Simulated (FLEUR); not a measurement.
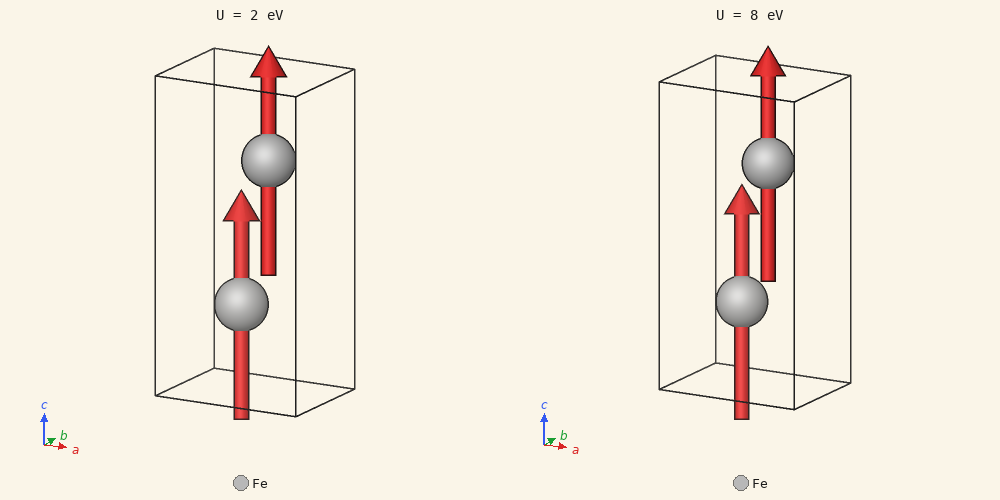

Fe, hexagonal close-packed (Mg type), space group P6₃/mmc (No. 194), a = 2.434 Å, b = 2.434 Å, c = 3.842 Å, α = 90.00°, β = 90.00°, γ = 120.00°. The run's cell of 2 atoms at the smallest and the largest U, with site moments above 0.25 μB as arrows (red up, blue down). The cell is a structure listed in the Materials Project. This isn't the form of Fe at room conditions, which is bcc.

One fixed geometry was run with a growing Hubbard U on Fe d. Alike in all runs: FLEUR MaX-R8.1 (later development tree); functional PBEsol; potentials all-electron; basis FLAPW; kmax 4.76 1/bohr; k mesh 10 × 10 × 6 on the run's cell of 2 atoms; occupations fermi-dirac, width 0.05 eV; collinear spin, ferromagnetic start; no spin-orbit coupling.

```tsv
U (eV)	gap (eV)	mean size of the moment on Fe (μB)
2	metal	2.68
3	metal	2.73
4	metal	2.83
5	?	?
6	metal	3.05
8	metal	3.15
```

> Fill in the row that is left out.

At U = 5 eV the run gave no gap and 2.90 μB on Fe. A straight line between the neighbouring rows gives 2.94 μB, which is close.

Total energies at different U can't be compared. Each run keeps the state that it reached from its start, which need not be the lowest.

Caveat: a Hubbard U is seldom apt in metals and their alloys, so what it brings about there may be an artefact.
